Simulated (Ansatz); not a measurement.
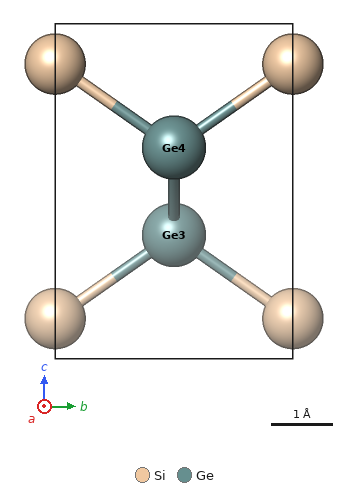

The structure (ball-and-stick view of the cell of the calculation, along the a axis; atoms are numbered from 1 in the order of the input). Near neighbours in the crystal (not all of them lie inside the picture): Si has 2 Ge at 2.40 Å and 2 Si at 2.37 Å; Ge has 2 Ge at 2.44 Å and 2 Si at 2.40 Å.

Run report: GeSi, band-structure calculation (part 1 of 2)

GeSi (Pmma, 4 atoms in the cell), computed with DFT, HSE06, plane waves, PAW, no spin polarisation (Ansatz 0.2.0).

The structure was built on a prototype by a generator. The geometry comes from this level: r2SCAN. Figures and captions count atoms from 1; the log counts them from 0 in places.

### What the program printed
```
Warning: output.stress: scf.convergence.dr2_threshold = 1e-7 eV (the SCF's general default) is looser than the 4e-10 eV advised for a printed stress (1e-10 eV for each atom of the cell: 4). What an SCF threshold leaves in a stress goes as its square root, and in the free energy as the threshold itself, and one threshold admits the most on a small cell: of the crystals measured, under no hybrid functional and no lock of the moments, on runs that ended without the residual-converged pass, on stresses that held no estimate of that error, the worst erred by over 100 MPa in a component at 1e-7 eV an atom and by under 5 at 1e-10. Set scf.convergence.dr2_threshold to 4e-10 eV or tighter. The threshold is an SCF's pass mark: one that does not reach it within its budget of iterations ends unconverged, or closes short of it on a stop that the run arms, and scf.convergence.dr2_threshold's page says what that costs each kind of run
Warning: output.stress: scf.exx.energy_threshold = 1e-6 eV is looser than the 4e-8 eV advised for a stress under a hybrid functional (1e-8 eV for each atom of the cell: 4). Every SCF of the exchange loop can meet its threshold on dr2 while the loop round them stops early: no threshold on dr2 bounds what that leaves in the stress. Set scf.exx.energy_threshold to 4e-8 eV or tighter. The threshold is the loop's pass mark: a loop that does not reach it within its budget of cycles ends unconverged, and scf.exx.energy_threshold's page has the law
scf.n_extra_bands = 5 over 18 filled bands (N_el = 36.0): the run solves 23 bands
Engine: ansatz 0.2.0, aarch64-unknown-linux-gnu
Pseudopotentials: kind: paw
Pseudopotential: Si, paw, valence charge 4, recommended cutoff 420 eV (normal), Si.paw.azcp
Pseudopotential: Ge, paw, valence charge 14, recommended cutoff 420 eV (normal), Ge.paw.azcp
Functional definition: HSE06
  parameter a = 0.25
  parameter omega = 0.11/bohr
  exchange = pbe_x - a*pbe_x_sr(omega) + a*exact_x_sr(omega)
  correlation = pbe_c
davidson cushion auto → on  (no smearing: the cushion is to keep the highest requested band from converging to the state above it; pin scf.eigensolver.cushion to override)
Crystal: 4 atoms, lattice volume = 85.426 Å³
Basis set: ecut = 420 eV, 1691 PW (Γ), exchange–correlation on 54×54×80 points (8 copies of the dense FFT grid, shifted against one another)
Bands: 23, of which v1, the nominal top of the filled ones, is band 18 counted from 1 (17 counted from 0)
Symmetry: 8 space group operations
Space group: Pmma (ITA 51), of the structure as read, at distance tolerance 4.4e-5 Å
k-points: 27 of 64
Non-local potential: Si, projectors of the file, l = 0: 2, l = 1: 2, l = 2: 2
Non-local potential: Ge, projectors of the file, l = 0: 2, l = 1: 2, l = 2: 3, l = 3: 1
PAW form: soft (Blöchl's): semilocal exchange-correlation on the pseudo side does not see the compensation charge
PAW frozen core: Si, regenerated for the run's functional, and the local potential with it (the file was generated under x = pbe(κ = 0.804, μ = 0.2195149727645171), c = pbe(β = 0.06672455060314922))
PAW frozen core: Ge, regenerated for the run's functional, and the local potential with it (the file was generated under x = pbe(κ = 0.804, μ = 0.2195149727645171), c = pbe(β = 0.06672455060314922))
PAW one-centre angular grid: Si, 110 points (default); XC on 64 Gauss nodes
PAW one-centre angular grid: Ge, 590 points (default); XC on 64 Gauss nodes
Initial density: superposition of atomic densities (neutral atoms: chi_scale 0, normalization atom), corrected by the library's trained network
Initial wavefunctions: pseudopotential atomic-orbital guess
Functional: x = pbe(κ = 0.804, μ = 0.2195149727645171), c = pbe(β = 0.06672455060314922), warm-up for x = pbe(κ = 0.804, μ = 0.2195149727645171) + 0.25 (exact − pbe) at short range (hse, ω = 0.20786987370883472 Å⁻¹), c = pbe(β = 0.06672455060314922); HSE06 as pw.x's `hse` composes it (authors' and Libxc's form: `xc: wpbeh`)
SCF iter   1: F=—  HF=-9861.341973 eV  |F-HF|=—  |Δ(HF+E_count)|=         —  Δρ=1.33e-3  dr2=1.23e-3  ethr=1.77e-3  ⟨swp⟩=8.0  Hψ=2800  notcnv=0
preconditioner: auto → none  [insulator: Δε(μ)=0.371 eV  Ē_g=8.511 eV  n_scr=20 (ndim 8)  ℏωp=16.1 eV  f_vac=0.004]
SCF iter   2: F=—  HF=-9861.342402 eV  |F-HF|=—  |Δ(HF+E_count)|=   4.30e-4  Δρ=6.48e-4  dr2=2.82e-4  ethr=3.41e-6  ⟨swp⟩=5.5  Hψ=2140  notcnv=0  defer=15
SCF iter   3: F=—  HF=-9861.342507 eV  |F-HF|=—  |Δ(HF+E_count)|=   1.04e-4  Δρ=2.34e-4  dr2=2.03e-4  ethr=7.83e-7  ⟨swp⟩=4.2  Hψ=1680  notcnv=0  defer=2
iter 4 solved again at ethr=1.47e-9 eV; its pass at ethr=5.64e-7 eV (dr2=5.29e-7 eV) is discarded
SCF iter   4: F=-9861.342454 eV  HF=-9861.342454 eV  |F-HF|=3.62e-7  |Δ(HF+E_count)|=   5.29e-5  Δρ=3.61e-5  dr2=6.26e-7  ethr=1.47e-9  ⟨swp⟩=4.7  Hψ=3920  notcnv=0  defer=1
SCF 1 stopped early in 4 iterations: F = -9861.342454 eV  dr2 = 6.26e-7
  greatest PAW one-centre occupation: 0.998 electrons in one spin orbital (limit 2), on the Ge atom at site 3 (counted from 0), in its partial waves of l = 2
Initial density: handed on by an earlier stage of this run
Initial wavefunctions: those handed on with the density
Functional: x = pbe(κ = 0.804, μ = 0.2195149727645171) + 0.25 (exact − pbe) at short range (hse, ω = 0.20786987370883472 Å⁻¹), c = pbe(β = 0.06672455060314922); HSE06 as pw.x's `hse` composes it (authors' and Libxc's form: `xc: wpbeh`)
Exchange kernel: α = 0.2500, screened, ω = 0.2079 Å⁻¹, Wigner–Seitz truncation, v(0) = 1037.4790 eV·Å³, q-mesh 4×4×4, nearest image of the exchange supercell L = 15.70 Å, pair-density grid 18×18×24, without the augmentation charges, whose exchange is taken in its separable form by FFT convolution over the k-point mesh (sized by the pseudopotential files, 27×27×40 at the most), smooth part of the exact exchange by density-matrix convolution
Frozen-core exchange: fock
SCF iter   1: F=—  HF=-9864.121215 eV  |F-HF|=—  |Δ(HF+E_count)|=         —  Δρ=9.08e-3  dr2=2.72e-2  ethr=1.74e-8  ⟨swp⟩=9.5  Hψ=4247  notcnv=0
preconditioner: auto → none  [insulator: Δε(μ)=0.917 eV  Ē_g=9.753 eV  n_scr=20 (ndim 8)  ℏωp=16.1 eV  f_vac=0.004]
SCF iter   2: F=—  HF=-9864.101051 eV  |F-HF|=—  |Δ(HF+E_count)|=   2.02e-2  Δρ=2.64e-3  dr2=5.89e-3  ethr=1.74e-8  ⟨swp⟩=6.3  Hψ=3321  notcnv=0  defer=2
SCF iter   3: F=—  HF=-9864.100245 eV  |F-HF|=—  |Δ(HF+E_count)|=   8.06e-4  Δρ=1.39e-3  dr2=1.68e-3  ethr=1.74e-8  ⟨swp⟩=5.7  Hψ=2862  notcnv=0  defer=1
SCF iter   4: F=—  HF=-9864.112080 eV  |F-HF|=—  |Δ(HF+E_count)|=   1.18e-2  Δρ=1.52e-3  dr2=8.45e-4  ethr=1.74e-8  ⟨swp⟩=6.3  Hψ=3108  notcnv=0  defer=3
SCF iter   5: F=—  HF=-9864.111788 eV  |F-HF|=—  |Δ(HF+E_count)|=   2.92e-4  Δρ=6.31e-4  dr2=1.53e-4  ethr=1.74e-8  ⟨swp⟩=4.1  Hψ=2562  notcnv=0  defer=1
SCF iter   6: F=—  HF=-9864.111732 eV  |F-HF|=—  |Δ(HF+E_count)|=   5.54e-5  Δρ=1.37e-4  dr2=3.47e-5  ethr=1.74e-8  ⟨swp⟩=4.0  Hψ=2127  notcnv=0
SCF iter   7: F=—  HF=-9864.111944 eV  |F-HF|=—  |Δ(HF+E_count)|=   2.12e-4  Δρ=1.27e-4  dr2=1.41e-5  ethr=1.74e-8  ⟨swp⟩=5.1  Hψ=2232  notcnv=0  defer=1
SCF iter   8: F=-9864.111939 eV  HF=-9864.111939 eV  |F-HF|=1.38e-7  |Δ(HF+E_count)|=   4.61e-6  Δρ=1.18e-5  dr2=9.19e-7  ethr=1.74e-8  ⟨swp⟩=3.4  Hψ=1640  notcnv=0
SCF 2 stopped early in 8 iterations: F = -9864.111939 eV  dr2 = 9.19e-7
  Residual-converged pass: ⟨swp⟩=3.6  Hψ=1749  notcnv=0  max |occ|·‖R‖ = 6.6e-6 eV (tolerance 6.7e-6 eV)  dr2=9.12e-7  dr2_onsite=3.80e-8  max |Δocc| = 0.0e0
hybrid outer 1: dexx = +1.390e-2 eV, tail = 5.47e-5 eV
Exchange kernel: α = 0.2500, screened, ω = 0.2079 Å⁻¹, Wigner–Seitz truncation, v(0) = 1037.4790 eV·Å³, q-mesh 4×4×4, nearest image of the exchange supercell L = 15.70 Å, pair-density grid 18×18×24, without the augmentation charges, whose exchange is taken in its separable form by FFT convolution over the k-point mesh (sized by the pseudopotential files, 27×27×40 at the most), smooth part of the exact exchange by density-matrix convolution
Frozen-core exchange: fock
SCF iter   1: F=—  HF=-9864.112332 eV  |F-HF|=—  |Δ(HF+E_count)|=         —  Δρ=6.21e-5  dr2=2.60e-6  ethr=7.60e-7  ⟨swp⟩=2.9  Hψ=1430  notcnv=0
preconditioner: auto → none  [insulator: Δε(μ)=0.957 eV  Ē_g=9.765 eV  n_scr=20 (ndim 8)  ℏωp=16.1 eV  f_vac=0.005]
SCF iter   2: F=—  HF=-9864.112337 eV  |F-HF|=—  |Δ(HF+E_count)|=   5.08e-6  Δρ=1.20e-5  dr2=3.42e-7  ethr=3.99e-9  ⟨swp⟩=4.3  Hψ=2387  notcnv=0
SCF iter   3: F=—  HF=-9864.112338 eV  |F-HF|=—  |Δ(HF+E_count)|=   9.22e-7  Δρ=4.94e-6  dr2=2.02e-8  ethr=2.32e-10  ⟨swp⟩=4.3  Hψ=1642  notcnv=0  defer=6
SCF iter   4: F=—  HF=-9864.112338 eV  |F-HF|=—  |Δ(HF+E_count)|=   4.41e-8  Δρ=2.49e-6  dr2=3.89e-9  ethr=3.37e-11  ⟨swp⟩=4.1  Hψ=1789  notcnv=0  defer=8
SCF iter   5: F=—  HF=-9864.112338 eV  |F-HF|=—  |Δ(HF+E_count)|=  2.73e-10  Δρ=1.01e-6  dr2=1.36e-8  ethr=7.64e-12  ⟨swp⟩=3.1  Hψ=1515  notcnv=0  defer=1
SCF iter   6: F=-9864.112338 eV  HF=-9864.112338 eV  |F-HF|=1.15e-10  |Δ(HF+E_count)|=   3.73e-8  Δρ=2.61e-7  dr2=6.13e-11  ethr=1.00e-12  ⟨swp⟩=5.0  Hψ=2099  notcnv=0
SCF 3 converged in 6 iterations: F = -9864.112338 eV  dr2 = 6.13e-11
  Residual-converged pass: ⟨swp⟩=2.0  Hψ=1224  notcnv=0  max |occ|·‖R‖ = 6.2e-7 eV (tolerance 6.3e-7 eV)  dr2=6.09e-11  dr2_onsite=7.09e-11  max |Δocc| = 0.0e0
```

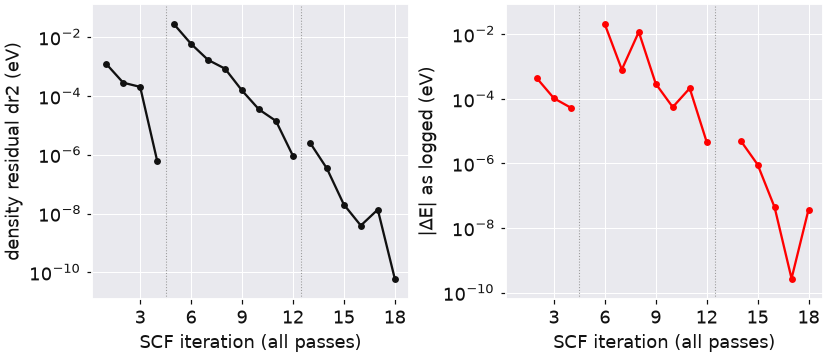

Convergence of the self-consistent field: density residual dr2 and size of the energy change against the SCF iteration. The run starts with a semilocal functional; after that each stretch between dotted lines is one SCF of the hybrid functional between two exact rebuilds of the exchange operator by the outer loop. Early passes are stopped at a loose threshold. The passes take 4, 8 and 6 iterations.

```
hybrid outer 2: dexx = +1.003e-6 eV, tail = 2.16e-8 eV, Δε = 2.84e-3 eV (about 7.57e-5 eV left of the loop's levels), ΔF = 3.55e-3 eV/Å (tail 5.99e-4)
NSCF: frozen V_eff on 8 k-points
hybrid SCF converged: 2 outer / 14 inner (+4 warm-up), last move |dexx| = 1.00e-6 eV, tail = 2.16e-8 eV
Stability not checked: this state was not tested for a lower state beside it, because the functional holds exact exchange (a hybrid, or Hartree-Fock), whose exchange loop this test does not read (fock_operator; see scf.lower_state_search)
Free energy (F): -9864.112334 eV
Frozen-core exchange: fock
Harris-Foulkes:  -9864.112334 eV  (|F-HF|=1.15e-10)
Internal energy: -9864.112334 eV  (E = F + TS)
E sigma→0 (E₀):  -9864.112334 eV
Fermi energy:    7.163392 eV
--- Per-component energies (eV) ---
  E_band       = -386.209121
  E_kinetic    = 302.252829
  E_local      = -5654.373151  (includes V_loc(G=0)·N_el)
  E_nonlocal   = 890.426251
  E_hartree    = 2510.368251
  E_xc         = -211.630346
  E_vxc        = -180.201673  (∫ρ·V_xc dr)
  E_exx        = -120.220138  (= α·E_x^exact, valence–valence)
  E_paw        = -4999.055573  (= ΣΔE_a)
  E_vpaw       = -524.609928  (= ΣTr[D̂ρ^β])
  E_aug_tail   = 0.000589  (compensation charges beyond the density's cutoff)
  E_ewald      = -2581.032066
  E_core_change = -0.848980  (= ΣΔE_core)
  E_smearing   = -0.000000  (= −TS)
  E_closure    = -0.000000  (closes the sum)
  Σ components = -9864.112334   (vs F -9864.112334, Δ=0.00e0)
--- Forces (eV/Å), atoms counted from 1 ---
  atom   1  Si    -0.00000000     0.00000000     0.03288987
  atom   2  Si     0.00000000     0.00000000    -0.03288987
  atom   3  Ge    -0.00000000     0.00000000    -0.01940650
  atom   4  Ge     0.00000000     0.00000000     0.01940650
  max |Σ_I F_I| component: 0.00e0 eV/Å
--- Stress (GPa, compression-positive) ---
        0.640184       0.000000      -0.000000
        0.000000       0.675189      -0.000000
       -0.000000      -0.000000      -0.410005
  P = ⅓ Tr σ = 0.3018 GPa (3.018 kbar)
--- Band table (eV; the first three rows and the last of 27) ---
  k-point 0: bands = ["-20.5066", "-20.4150", "-20.4067", "-20.3684", "-20.3634", "-20.3132", "-20.2644", "-20.2545", "-20.2534", "-20.1922", "-6.5481", "-2.0746", "-2.0032", "3.8155", "3.8284", "7.0928", "7.0938", "7.1634", "8.3308", "8.4794", "9.7000", "10.3610", "10.3764"]
  k-point 1: bands = ["-20.5064", "-20.4149", "-20.4068", "-20.3684", "-20.3632", "-20.3134", "-20.2645", "-20.2546", "-20.2531", "-20.1924", "-6.2601", "-3.9362", "0.2341", "4.0922", "4.1174", "5.3609", "6.2063", "6.2778", "8.2050", "9.2139", "9.9296", "11.2256", "11.6019"]
  k-point 2: bands = ["-20.5062", "-20.4149", "-20.4069", "-20.3683", "-20.3631", "-20.3136", "-20.2645", "-20.2546", "-20.2528", "-20.1927", "-5.5634", "-5.1803", "2.4098", "3.1382", "4.6767", "4.9243", "4.9908", "5.2812", "8.5056", "8.9806", "10.8423", "11.0565", "13.5234"]
  k-point 26: bands = ["-20.4656", "-20.4656", "-20.3807", "-20.3807", "-20.3175", "-20.3175", "-20.2762", "-20.2762", "-20.2218", "-20.2218", "-2.2428", "-2.2428", "-1.5860", "-1.5860", "2.8932", "2.8932", "2.9414", "2.9414", "12.2011", "12.2011", "12.4330", "12.4330", "12.7542"]
```
